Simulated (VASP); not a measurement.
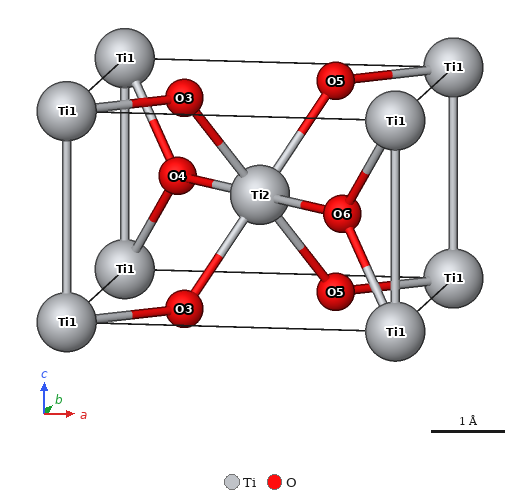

Figure 1. The structure (ball-and-stick view of the cell of the calculation, seen slightly off an axis; atoms are numbered from 1 in the order of the input). Near neighbours in the crystal (not all of them lie inside the picture): Ti has 6 O at 1.94 to 1.98 Å and 2 Ti at 2.94 Å; O has 3 Ti at 1.94 to 1.98 Å.

## TiO2: one change and its effect

System: TiO2 (6 atoms in the cell).
Method of the first run: Kohn-Sham DFT of a periodic cell, PBEsol, VASP PAW PBE potentials, hard, no spin polarisation (VASP 6.6.1).

The structure derives from an entry of the Crystallography Open Database. 

INCAR, the first run:
```
  ALGO = Normal
  EDIFF = 1E-7
  ENCUT = 900
  GGA = PS
  ISIF = 2
  ISMEAR = 0
  LASPH = T
  LCHARG = F
  LREAL = F
  LWAVE = F
  NBANDS = 33
  NELM = 60
  PREC = Accurate
  SIGMA = 0.02
```

KPOINTS, the first run:
```
k-points
0
Gamma
  6 6 10
```

POSCAR, the first run:
```
TiO2
1.0
    4.5922200000      0.0000000000      0.0000000000
    0.0000000000      4.5922200000      0.0000000000
    0.0000000000      0.0000000000      2.9420300000
Ti O
2 4
Direct
    1.0000000000      0.0000000000      0.0000000000
    0.5000000000      0.5000000000      0.5000000000
    0.3043000000      0.3043000000      0.0000000000
    0.1957000000      0.8043000000      0.5000000000
    0.6957000000      0.6957000000      1.0000000000
    0.8043000000      0.1957000000      0.5000000000
```

Command:
```bash
cat potpaw_PBE.64/Ti_sv/POTCAR potpaw_PBE.64/O_h/POTCAR > POTCAR
mpirun -np 1 vasp_std > vasp.out
```

Hardware: 1 thread of Intel Xeon (Granite Rapids), 64 GiB of memory available, shared host.

OSZICAR and lines of OUTCAR (the first run):
```
N       E                     dE             d eps       ncg     rms          rms(c)
DAV:   1     0.837996248309E+03    0.83800E+03   -0.33454E+04  3960   0.254E+03
DAV:   2     0.113274883343E+03   -0.72472E+03   -0.68021E+03  4183   0.640E+02
DAV:   3    -0.593520326394E+02   -0.17263E+03   -0.15968E+03  6183   0.238E+02
DAV:   4    -0.719505999095E+02   -0.12599E+02   -0.12518E+02  5390   0.678E+01
DAV:   5    -0.725342555131E+02   -0.58366E+00   -0.58331E+00  5895   0.133E+01    0.318E+01
DAV:   6    -0.564027335391E+02    0.16132E+02   -0.68481E+01  5764   0.872E+01    0.114E+01
DAV:   7    -0.564043633196E+02   -0.16298E-02   -0.12743E+01  5286   0.298E+01    0.915E+00
DAV:   8    -0.561272805820E+02    0.27708E+00   -0.89120E-01  5247   0.984E+00    0.440E+00
DAV:   9    -0.561629154587E+02   -0.35635E-01   -0.45653E-01  5817   0.629E+00    0.192E+00
DAV:  10    -0.561393250859E+02    0.23590E-01   -0.19805E-01  5209   0.542E+00    0.895E-01
DAV:  11    -0.561303143121E+02    0.90108E-02   -0.31010E-02  6249   0.123E+00    0.192E-01
DAV:  12    -0.561303867412E+02   -0.72429E-04   -0.38746E-03  4713   0.610E-01    0.167E-01
DAV:  13    -0.561303031644E+02    0.83577E-04   -0.12817E-03  4668   0.465E-01    0.873E-02
DAV:  14    -0.561302131743E+02    0.89990E-04   -0.25772E-04  5181   0.202E-01    0.107E-02
DAV:  15    -0.561302149222E+02   -0.17479E-05   -0.17220E-05  5064   0.340E-02    0.640E-03
DAV:  16    -0.561302149274E+02   -0.51605E-08   -0.11620E-06  5557   0.105E-02    0.223E-03
DAV:  17    -0.561302148083E+02    0.11912E-06   -0.67073E-07  5304   0.656E-03    0.152E-03
DAV:  18    -0.561302147974E+02    0.10850E-07   -0.90645E-08  2644   0.207E-03
   1 F= -.56130215E+02 E0= -.56130215E+02  d E =-.159204E-42
[... from OUTCAR:]
  free energy    TOTEN  =       -56.13021480 eV
  energy without entropy =      -56.13021480  energy(sigma->0) =      -56.13021480
 E-fermi :   5.4696     XC(G=0): -11.7416     alpha+bet :-14.3388
  free  energy   TOTEN  =       -56.1302147974 eV
  energy  without entropy=      -56.1302147974  energy(sigma->0) =      -56.13021480
```

For the second run the input was changed thus:
```diff
-  ENCUT = 900
+  ENCUT = 700
```

What does this change do to the results?

The free energy of the second run is 2.2 meV per atom higher, which measures how much it depends on this numerical setting. The pressure goes from −0.36 to −0.04 GPa. More plane waves can only lower the energy of a fixed Hamiltonian, so the higher cutoff gives the lower value. The SCF takes 17 iterations against 18. The plane waves at Γ go from 3832.0 to 2630.0. On the same kind of shared host the second run took about 0.67 times as long.

OSZICAR and lines of OUTCAR (the second run):
```
N       E                     dE             d eps       ncg     rms          rms(c)
DAV:   1     0.725798525403E+03    0.72580E+03   -0.28826E+04  3960   0.212E+03
DAV:   2     0.419706787934E+02   -0.68383E+03   -0.63583E+03  4224   0.577E+02
DAV:   3    -0.668482346257E+02   -0.10882E+03   -0.10528E+03  5435   0.207E+02
DAV:   4    -0.723753848614E+02   -0.55272E+01   -0.55128E+01  5738   0.451E+01
DAV:   5    -0.726032681664E+02   -0.22788E+00   -0.22784E+00  5404   0.756E+00    0.315E+01
DAV:   6    -0.564846111211E+02    0.16119E+02   -0.69544E+01  5265   0.877E+01    0.108E+01
DAV:   7    -0.564014856455E+02    0.83125E-01   -0.12399E+01  4972   0.313E+01    0.938E+00
DAV:   8    -0.561613399618E+02    0.24015E+00   -0.57985E-01  4984   0.752E+00    0.572E+00
DAV:   9    -0.561714078171E+02   -0.10068E-01   -0.65113E-01  5302   0.872E+00    0.228E+00
DAV:  10    -0.561289472191E+02    0.42461E-01   -0.27025E-01  5059   0.586E+00    0.100E+00
DAV:  11    -0.561169931909E+02    0.11954E-01   -0.37311E-02  5463   0.127E+00    0.169E-01
DAV:  12    -0.561171845902E+02   -0.19140E-03   -0.17994E-03  4515   0.368E-01    0.121E-01
DAV:  13    -0.561170596382E+02    0.12495E-03   -0.86386E-04  5343   0.354E-01    0.562E-02
DAV:  14    -0.561170143049E+02    0.45333E-04   -0.20918E-04  5396   0.114E-01    0.132E-02
DAV:  15    -0.561170132398E+02    0.10651E-05   -0.21104E-05  4648   0.519E-02    0.954E-03
DAV:  16    -0.561170134474E+02   -0.20761E-06   -0.19846E-06  4960   0.153E-02    0.249E-03
DAV:  17    -0.561170134398E+02    0.75333E-08   -0.13644E-07  3272   0.470E-03
   1 F= -.56117013E+02 E0= -.56117013E+02  d E =-.816279E-40
[... from OUTCAR:]
  free energy    TOTEN  =       -56.11701344 eV
  energy without entropy =      -56.11701344  energy(sigma->0) =      -56.11701344
 E-fermi :   4.9692     XC(G=0): -11.7350     alpha+bet :-13.8833
  free  energy   TOTEN  =       -56.1170134398 eV
  energy  without entropy=      -56.1170134398  energy(sigma->0) =      -56.11701344
```

The two runs side by side:

| quantity | the first run | the second run |
| --- | --- | --- |
| outcome | converged | converged |
| free energy per atom (eV) | −9.3550 | −9.3528 |
| gap on the mesh (eV) | 1.84 | 1.83 |
| pressure (GPa) | −0.36 | −0.04 |
| largest force (eV/Å) | 0.009 | 0.005 |
| SCF iterations | 18 | 17 |
| irreducible k-points | 60 | 60 |
| plane waves at Γ | 3832 | 2630 |
